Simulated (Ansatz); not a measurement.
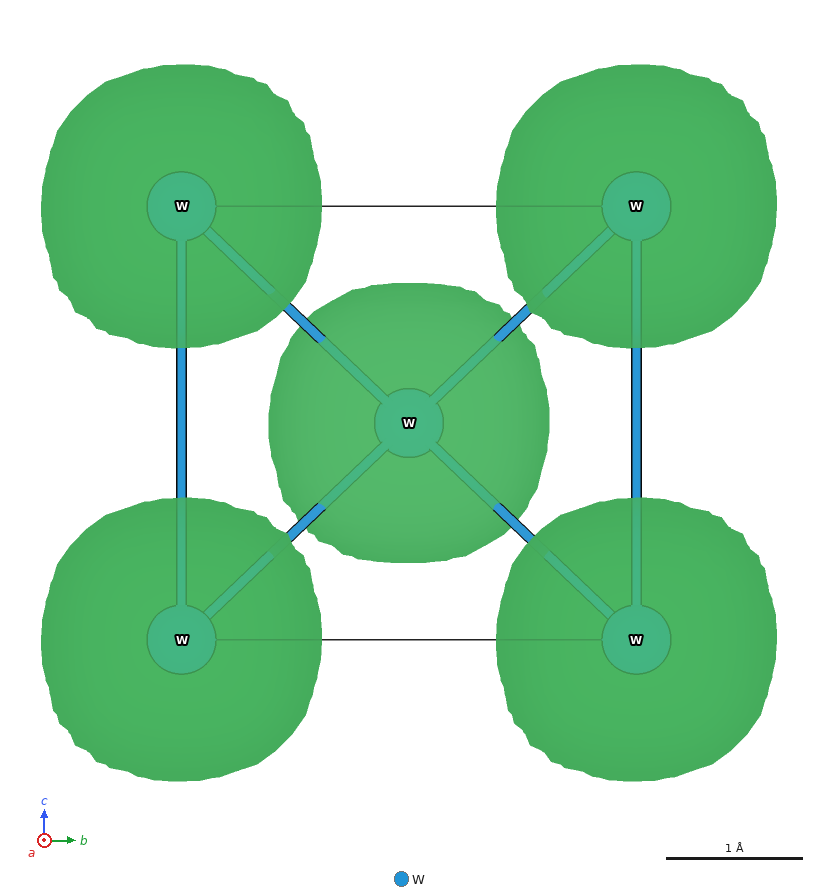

The picture shows: W. Isosurface of the valence charge density (pseudo) at 0.5 e/Å³ (green), seen along the a axis. Sticks mark near contacts.

Space group I4/mmm; changed on purpose from its base cell (strain +0.050 along x and y, +0.000 along z, atoms carried along); computed pressure about −33 GPa in this cell.

Computed with DFT PBEsol, scalar-relativistic, plane waves, PAW (Ansatz).

Input

```
crystal:
  lattice:
    - [-1.677165, 1.677165, 1.5973]
    - [1.677165, -1.677165, 1.5973]
    - [1.677165, 1.677165, -1.5973]
  atoms:
    - { symbol: W, position: [0.0, 0.0, 0.0] }
basis:
  ecutwfc: 420
kpoints:
  mp_grid: { grid: [20, 20, 20] }
hamiltonian:
  xc: pbesol
scf:
  occupations: { method: gaussian, width: 0.15 }
output:
  forces: true
  stress: true
  eigenvalues: true
  write_density: true
  write_potential: true
  elf: true
  volumetric_format: npy
```

Run with:

```sh
ansatz run input.yaml --threads 1 --pin off --max-ram 2560MiB --backend cpu --events-out ev --progress --plain --runs-dir out
```

Below, planes, directions and counts refer to the conventional cell (a = 3.35 Å, b = 3.35 Å, c = 3.19 Å, α = 90.00°, β = 90.00°, γ = 90.00°).

**How is the density connected at this value?**

At this value the density breaks into separate islands; it holds about 70 % of the electrons treated as valence (semicore included). It bridges none of the near contacts. It is pinched off along the sampled W–W (2.86 Å) and W–W (3.19 Å) contacts. On the grid the lowest density along these lines, outside the cores, is 0.35 e/Å³ (W–W, 2.86 Å) and 0.24 e/Å³ (W–W, 3.19 Å).

**Does the calculation give a band gap?**

It is gapless in this calculation (a metal or semimetal).
